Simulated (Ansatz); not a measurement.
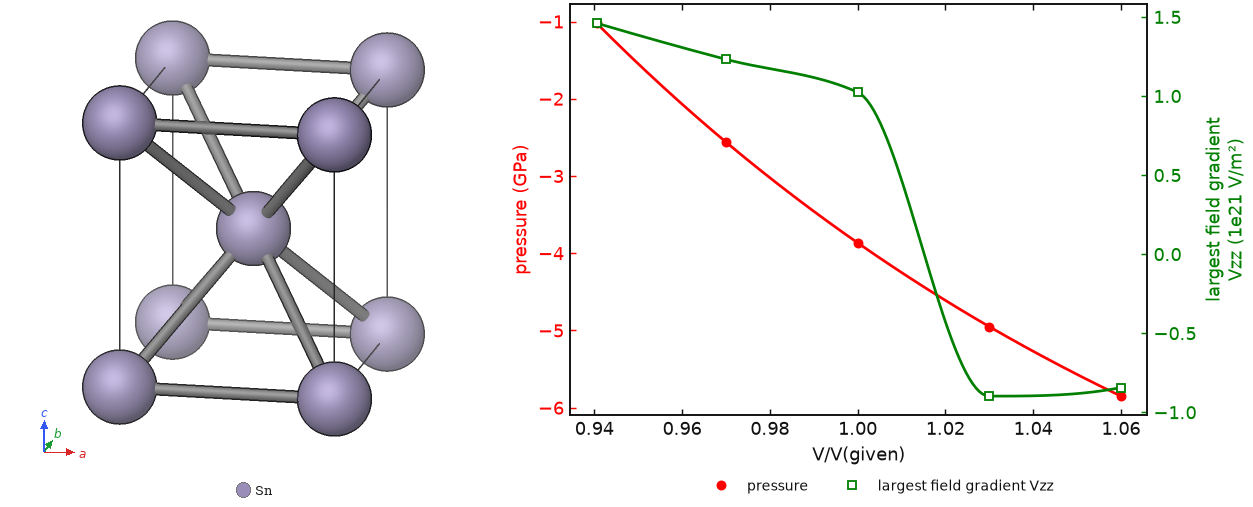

Calculation (Ansatz 0.2.0): periodic Kohn-Sham DFT of a crystal at fixed atoms, scaled to the stated factor times the given cell; pressure positive in compression. Level: LDA.

- method: frozen-core PAW
- relativity: scalar
- k mesh: 13×13×13
- occupations: Fermi–Dirac
- smearing width: 0.08 eV
- wave cutoff: 420 eV
- PAW set: soft_2

Cell as given: a = 3.335 Å, b = 3.335 Å, c = 3.335 Å, α = 119.06°, β = 108.24°, γ = 101.61°; 1 atom.

Pressure and largest field gradient Vzz against V/V(given) for Sn, space group Immm (No. 71). The conventional cell is drawn beside the plot.

V(given) is 27.87 Å³/atom.

The pressure falls from −1.021 GPa at V/V(given) 0.941 to −5.850 GPa at 1.060. The largest field gradient Vzz goes from 1.461 1e21 V/m² at V/V(given) 0.941 to −0.844 1e21 V/m² at 1.060, not monotonically, with a low of −0.898 1e21 V/m² at 1.030.

Note: PAW files made with PBE; field gradient without spin-orbit coupling on heavy atoms; no gap: field gradients move with the k mesh; the volumes run don't bracket the minimum of the energy, so any equilibrium value is extrapolated; shape and atomic fractions are frozen while scaling, which makes layered, chain and framework solids too stiff.

Input of one of the runs behind the figure:
```
crystal:
  lattice:
    - [-1.69122, 1.954661, 2.10787]
    - [1.69122, -1.954661, 2.10787]
    - [1.69122, 1.954661, -2.10787]
  atoms:
    - { symbol: Sn, position: [0.0, 0.0, 0.0] }
kpoints:
  mp_grid: { grid: [13, 13, 13] }
  band_path:
    path:
      - [0.0, 0.0, 0.0]
      - [0.5, 0.5, -0.5]
      - [0.4109357672, 0.5890642328, -0.4109357672]
      - [-0.4109357672, 0.4109357672, 0.4109357672]
      - [0.0, 0.0, 0.0]
      - [0.4649786141, -0.4649786141, 0.4649786141]
      - [0.5350213859, 0.4649786141, -0.4649786141]
      - [0.5, 0.5, -0.5]
      - [0.0, 0.0, 0.0]
    npoints: 14
scf:
  occupations: { method: fermi_dirac, width: 0.08 }
hamiltonian:
  xc: lda
  pseudopotentials: { kind: paw }
output:
  forces: true
  stress: true
  eigenvalues: true
  efg: { contact_densities: true }
  populations: true
  bader: true
  dos: { projected: true, de: 0.2, e_range: [-14, 8] }
  write_density: true
  write_potential: true
  elf: true
  volumetric_format: npy
```

Command:
```bash
ansatz run input.yaml --threads 1 --pin off --max-ram 2048MiB --backend cpu --events-out ev --progress --plain --runs-dir out
```
